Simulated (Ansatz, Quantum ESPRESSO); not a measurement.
# 1T-HfS2, 2 layers, AA stacking against a metal electrode: the electrode's level over the Fermi level at a withheld member of a series

**Set-up.** Quantum ESPRESSO 7.5, PBE, GBRV ultrasoft. The slab is relaxed neutral under PBE-D3(BJ), then held. ESM with bc3: vacuum below and a metal electrode about 6 Å above the top atoms. Fermi-Dirac smearing of 0.004 Ry and a dense mesh. Charges are set per cell from the starting area. The series steps the charge of the slab (positive: electrons removed).

| charge of the slab | electrode's level over the Fermi level (eV) |
| --- | --- |
| 1 ×10¹³ e/cm² | 7.366 |
| 2 ×10¹³ e/cm² | 8.438 |
| 3 ×10¹³ e/cm² | 9.493 |
| 4.5 ×10¹³ e/cm² | 11.064 |
| 6 ×10¹³ e/cm² | 12.628 |
| 8 ×10¹³ e/cm² | 14.710 |

To predict: What is the electrode's level over the Fermi level at 7 ×10¹³ e/cm²?

**Worked estimate.** The rows at 6 ×10¹³ e/cm² and 8 ×10¹³ e/cm² give a slope of (14.710 − (12.628))/(8 − (6)) = 1.041, so a straight line gives 13.669 eV. A parabola through these and the row at 4.5 ×10¹³ e/cm² gives 13.669 eV.

**Check.** 13.669 eV. The line misses by 0.000 and the parabola by 0.000 eV. Both misses are under 5 % of the step from the nearer row.

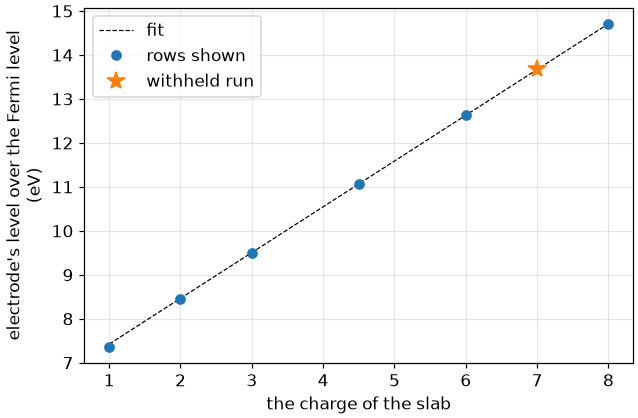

The rows shown, the fit and the withheld run.

Caveats: Vacuum fills the gap; ions don't answer the charge; added electrons can spill towards the electrode at the most negative charges. Charges count on the starting cell, which the relaxation changed by some per cent. Members without a usable value, or on the other side of zero field or charge, are not listed.
